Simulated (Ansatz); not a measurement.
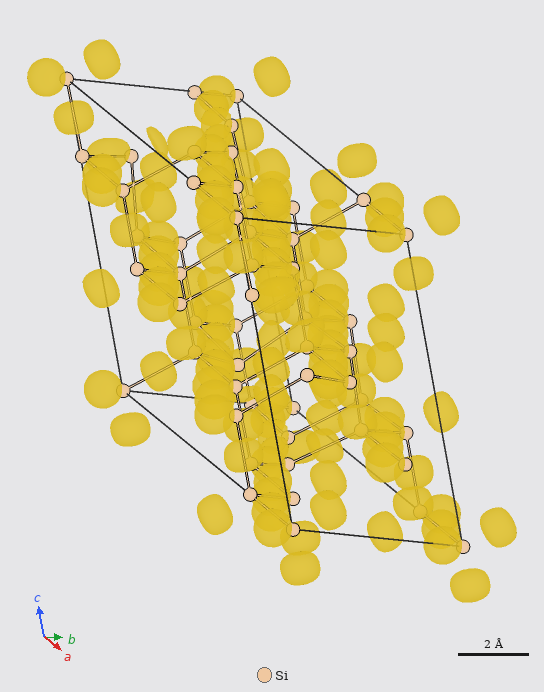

*Si (cell charge −1, with a compensating background) (cell with a defect). Isosurface of the electron localisation function at 0.85 (yellow), seen at an oblique angle. Core shells and regions of very low density are left out. Sticks mark near contacts.*

Spin-polarised.

Level of theory: DFT PBEsol, scalar-relativistic, plane waves, PAW (Ansatz).

In a PAW calculation such maps are meaningful between the atoms, not at the nuclei.

Question: What do the ELF domains correspond to?

Answer: The ELF exceeds this value in 60 regions between bonded Si–Si atoms and four lobes on Si, pointing away from the bonds (lone pairs), counted in one cell of 31 atoms. Regions shared between cells count once.

Values along the shortest contacts:
Si–Si (2.36 Å): the ELF peaks at about 0.95 between the atoms.
